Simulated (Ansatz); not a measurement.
# Al2Cu: one change and its effect

System: Al2Cu (Cm, 3 atoms in the cell).
Method of run 1: DFT, PBEsol, plane waves, PAW, PAW set soft_1, no spin polarisation (Ansatz 0.2.0).

The structure derives from a Materials Project entry. Text and figures count atoms from 1; the logs count them from 0 in places.

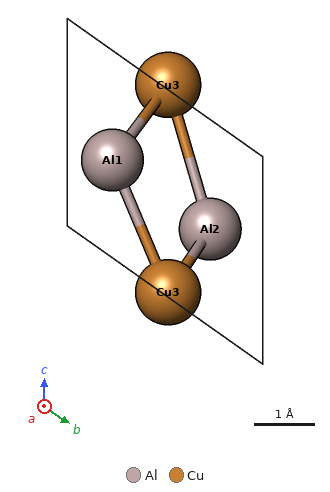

The structure (ball-and-stick view of the cell of the calculation, along the a axis; atoms are numbered from 1 in the order of the input). An atom can appear more than once, as a periodic image. Near neighbours in the periodic cell (some may lie outside the picture): Al has 4 Cu at 2.37 to 2.60 Å; Cu has 8 Al at 2.37 to 2.60 Å.

## Input, run 1
```yaml
crystal:
  lattice:
    - [-2.0246107077, 2.0246107077, 2.863159453]
    - [2.0246107077, -2.0246107077, 2.863159453]
    - [2.0246107077, 2.0246107077, -2.863159453]
  atoms:
    - { symbol: Al, position: [0.7405700968, 0.2311401935, 0.4717102903] }
    - { symbol: Al, position: [0.2405700968, 0.7311401935, 0.4717102903] }
    - { symbol: Cu, position: [0.5080078462, 0.5160156924, 0.0240235386] }
basis:
  ecutwfc: 520.0
  xc_grid: 1
kpoints:
  mp_grid: { grid: [14, 14, 14] }
hamiltonian:
  xc: pbesol
  pseudopotentials: { kind: paw, azcp: { folder: soft_1 } }
scf:
  occupations: { method: gaussian, width: 0.15 }
output:
  forces: true
  eigenvalues: true
  stress: true
```

Command:
```bash
ansatz run input.yaml --threads 2 --pin off --max-ram 4096MiB --backend cpu --events-out ev --progress --plain --runs-dir out
```

Hardware: 2 threads of Arm Neoverse N1, 98 GiB of memory available, shared host.

## Output, shortened to warnings, some set-up lines, iterations and results (run 1)
```
Warning: [file] the record states the generating functional pbe (its physics header spells it `PBE`), which answers neither for hamiltonian.xc's functional nor for the pbesol family's — results may be inconsistent (PPs are generated against a specific XC)
Warning: [file] the record states the generating functional pbe (its physics header spells it `PBE`), which answers neither for hamiltonian.xc's functional nor for the pbesol family's — results may be inconsistent (PPs are generated against a specific XC)
Basis set: ecut = 520 eV, 1243 PW (Γ)
Symmetry: 2 space group operations
k-points: 744 of 2744 (time reversal used)
Initial density: superposition of atomic densities (chi_scale 0.1, normalization cell, long waves kept (reshape's long-wave potential 0.00 eV rms))
[...]
SCF iter   1: F=—  HF=-7642.042442 eV  |F-HF|=—  |Δ(HF+E_count)|=         —  Δρ=3.42e-1  dr2=3.75e1  ethr=3.10e-3  ⟨swp⟩=5.2  Hψ=62194  notcnv=0
SCF iter   2: F=—  HF=-7639.095835 eV  |F-HF|=—  |Δ(HF+E_count)|=    2.95e0  Δρ=1.21e-1  dr2=5.44e0  ethr=3.10e-3  ⟨swp⟩=2.3  Hψ=31394  notcnv=0  defer=124
SCF iter   3: F=—  HF=-7638.495865 eV  |F-HF|=—  |Δ(HF+E_count)|=   6.00e-1  Δρ=5.29e-2  dr2=1.21e0  ethr=3.10e-3  ⟨swp⟩=2.0  Hψ=21476  notcnv=0  defer=136
SCF iter   4: F=—  HF=-7638.347616 eV  |F-HF|=—  |Δ(HF+E_count)|=   1.48e-1  Δρ=1.33e-2  dr2=1.15e-1  ethr=3.10e-3  ⟨swp⟩=2.7  Hψ=19452  notcnv=0  defer=140
SCF iter   5: F=—  HF=-7638.331676 eV  |F-HF|=—  |Δ(HF+E_count)|=   1.59e-2  Δρ=1.35e-3  dr2=4.40e-4  ethr=4.59e-4  ⟨swp⟩=2.7  Hψ=24813  notcnv=0  defer=140
SCF iter   6: F=—  HF=-7638.332414 eV  |F-HF|=—  |Δ(HF+E_count)|=   7.38e-4  Δρ=5.09e-4  dr2=1.42e-4  ethr=1.76e-6  ⟨swp⟩=2.0  Hψ=22211  notcnv=0  defer=138
SCF iter   7: F=—  HF=-7638.332359 eV  |F-HF|=—  |Δ(HF+E_count)|=   5.51e-5  Δρ=2.33e-4  dr2=1.65e-5  ethr=5.67e-7  ⟨swp⟩=2.0  Hψ=18863  notcnv=0  defer=138
SCF iter   8: F=—  HF=-7638.332357 eV  |F-HF|=—  |Δ(HF+E_count)|=   2.00e-6  Δρ=3.22e-5  dr2=8.46e-7  ethr=6.61e-8  ⟨swp⟩=1.2  Hψ=14340  notcnv=0  defer=138
SCF iter   9: F=-7638.332357 eV  HF=-7638.332357 eV  |F-HF|=5.01e-8  |Δ(HF+E_count)|=   1.56e-7  Δρ=9.86e-6  dr2=7.98e-8  ethr=4.00e-10  ⟨swp⟩=6.1  Hψ=61516  notcnv=0
SCF 1 converged in 9 iterations: F = -7638.332357 eV  dr2 = 7.98e-8
SCF converged after 9 iterations
Free energy (F): -7638.332357 eV
Harris-Foulkes:  -7638.332357 eV  (|F-HF|=5.01e-8)
Internal energy: -7638.321892 eV  (E = F + TS)
E sigma→0 (E₀):  -7638.327124 eV
Entropy (-TS):   -0.010465 eV (-3.488 meV/atom)
Fermi energy:    9.252331 eV
--- Per-component energies (eV) ---
  E_band       = -494.423840
  E_kinetic    = 310.757183
  E_local      = -6343.819143  (includes V_loc(G=0)·N_el)
  E_nonlocal   = 902.042925
  E_hartree    = 2761.823683
  E_xc         = -145.231613
  E_vxc        = -150.033535  (∫ρ·V_xc dr)
  E_paw        = -2686.644240  (= ΣΔE_a)
  E_vpaw       = -737.035663  (= ΣTr[D̂ρ^β])
  E_aug_tail   = 0.000351  (compensation charges beyond the density's cutoff)
  E_ewald      = -2437.495517
  E_core_change = 0.244481  (= ΣΔE_core)
  E_smearing   = -0.010465  (= −TS)
  E_closure    = -0.000000  (closes the sum)
  Σ components = -7638.332357   (vs F -7638.332357, Δ=0.00e0)
--- Forces (eV/Å), atoms counted from 1 ---
  atom   1  Al     0.54288128     0.25885322     0.09439466
  atom   2  Al     0.54288128     0.25885322    -0.09439466
  atom   3  Cu    -1.08579181    -0.51778703     0.00000000
  max |Σ_I F_I| component: 8.06e-5 eV/Å
--- Stress (GPa, compression-positive) ---
        1.373986      -0.388598      -0.000000
       -0.388598       0.200795       0.000000
       -0.000000       0.000000       1.283961
  P = ⅓ Tr σ = 0.9529 GPa (9.529 kbar)
```

For run 2 the input was changed thus:
```diff
-  xc_grid: 1
```

What does this change do to the results?

The free energy of run 2 is 0.01 meV per atom higher, which measures how much it depends on this numerical setting. The number of SCF iterations is the same.

## Output, shortened to warnings, some set-up lines, iterations and results (run 2)
```
Warning: [file] the record states the generating functional pbe (its physics header spells it `PBE`), which answers neither for hamiltonian.xc's functional nor for the pbesol family's — results may be inconsistent (PPs are generated against a specific XC)
Warning: [file] the record states the generating functional pbe (its physics header spells it `PBE`), which answers neither for hamiltonian.xc's functional nor for the pbesol family's — results may be inconsistent (PPs are generated against a specific XC)
Basis set: ecut = 520 eV, 1243 PW (Γ), exchange–correlation on 64×64×64 points (8 copies of the dense FFT grid, shifted against one another)
Symmetry: 2 space group operations
k-points: 744 of 2744 (time reversal used)
Initial density: superposition of atomic densities (chi_scale 0.1, normalization cell, long waves kept (reshape's long-wave potential 0.00 eV rms))
[...]
SCF iter   1: F=—  HF=-7642.042421 eV  |F-HF|=—  |Δ(HF+E_count)|=         —  Δρ=3.42e-1  dr2=3.75e1  ethr=3.10e-3  ⟨swp⟩=5.2  Hψ=62194  notcnv=0
SCF iter   2: F=—  HF=-7639.095814 eV  |F-HF|=—  |Δ(HF+E_count)|=    2.95e0  Δρ=1.21e-1  dr2=5.44e0  ethr=3.10e-3  ⟨swp⟩=2.3  Hψ=31394  notcnv=0  defer=124
SCF iter   3: F=—  HF=-7638.495845 eV  |F-HF|=—  |Δ(HF+E_count)|=   6.00e-1  Δρ=5.29e-2  dr2=1.21e0  ethr=3.10e-3  ⟨swp⟩=2.0  Hψ=21476  notcnv=0  defer=136
SCF iter   4: F=—  HF=-7638.347596 eV  |F-HF|=—  |Δ(HF+E_count)|=   1.48e-1  Δρ=1.33e-2  dr2=1.15e-1  ethr=3.10e-3  ⟨swp⟩=2.7  Hψ=19452  notcnv=0  defer=140
SCF iter   5: F=—  HF=-7638.331655 eV  |F-HF|=—  |Δ(HF+E_count)|=   1.59e-2  Δρ=1.35e-3  dr2=4.40e-4  ethr=4.59e-4  ⟨swp⟩=2.7  Hψ=24813  notcnv=0  defer=140
SCF iter   6: F=—  HF=-7638.332392 eV  |F-HF|=—  |Δ(HF+E_count)|=   7.38e-4  Δρ=5.09e-4  dr2=1.42e-4  ethr=1.76e-6  ⟨swp⟩=2.0  Hψ=22211  notcnv=0  defer=138
SCF iter   7: F=—  HF=-7638.332337 eV  |F-HF|=—  |Δ(HF+E_count)|=   5.51e-5  Δρ=2.33e-4  dr2=1.65e-5  ethr=5.67e-7  ⟨swp⟩=2.0  Hψ=18863  notcnv=0  defer=138
SCF iter   8: F=—  HF=-7638.332334 eV  |F-HF|=—  |Δ(HF+E_count)|=   3.15e-6  Δρ=3.22e-5  dr2=8.46e-7  ethr=6.61e-8  ⟨swp⟩=1.2  Hψ=14377  notcnv=0  defer=138
SCF iter   9: F=-7638.332334 eV  HF=-7638.332334 eV  |F-HF|=5.01e-8  |Δ(HF+E_count)|=   1.56e-7  Δρ=9.85e-6  dr2=7.97e-8  ethr=4.00e-10  ⟨swp⟩=6.1  Hψ=61520  notcnv=0
SCF 1 converged in 9 iterations: F = -7638.332334 eV  dr2 = 7.97e-8
SCF converged after 9 iterations
Free energy (F): -7638.332334 eV
Harris-Foulkes:  -7638.332334 eV  (|F-HF|=5.01e-8)
Internal energy: -7638.321869 eV  (E = F + TS)
E sigma→0 (E₀):  -7638.327101 eV
Entropy (-TS):   -0.010465 eV (-3.488 meV/atom)
Fermi energy:    9.252328 eV
--- Per-component energies (eV) ---
  E_band       = -494.423894
  E_kinetic    = 310.757192
  E_local      = -6343.819144  (includes V_loc(G=0)·N_el)
  E_nonlocal   = 902.042965
  E_hartree    = 2761.823649
  E_xc         = -145.231593
  E_vxc        = -150.033559  (∫ρ·V_xc dr)
  E_paw        = -2686.644252  (= ΣΔE_a)
  E_vpaw       = -737.035666  (= ΣTr[D̂ρ^β])
  E_aug_tail   = 0.000351  (compensation charges beyond the density's cutoff)
  E_ewald      = -2437.495517
  E_core_change = 0.244481  (= ΣΔE_core)
  E_smearing   = -0.010465  (= −TS)
  E_closure    = -0.000000  (closes the sum)
  Σ components = -7638.332334   (vs F -7638.332334, Δ=0.00e0)
--- Forces (eV/Å), atoms counted from 1 ---
  atom   1  Al     0.54288030     0.25888223     0.09438761
  atom   2  Al     0.54288030     0.25888223    -0.09438761
  atom   3  Cu    -1.08578340    -0.51777413     0.00000000
  max |Σ_I F_I| component: 2.28e-5 eV/Å
--- Stress (GPa, compression-positive) ---
        1.373700      -0.388525      -0.000000
       -0.388525       0.200596       0.000000
       -0.000000       0.000000       1.283532
  P = ⅓ Tr σ = 0.9526 GPa (9.526 kbar)
```

## The two runs side by side

| quantity | run 1 | run 2 |
| --- | --- | --- |
| outcome | converged | converged |
| free energy per atom (eV) | −2546.1108 | −2546.1108 |
| energy per atom, smearing taken to zero (eV) | −2546.1090 | −2546.1090 |
| gap on the mesh (eV) | 0.00 | 0.00 |
| pressure (GPa) | 0.95 | 0.95 |
| largest force (eV/Å) | 1.203 | 1.203 |
| SCF iterations | 9 | 9 |
| irreducible k-points | 744 | 744 |
| plane waves at Γ | 1243 | 1243 |
| wall time (shared host) | 81 s | 80 s |

For both runs: Warnings: the PAW datasets were made with another functional.
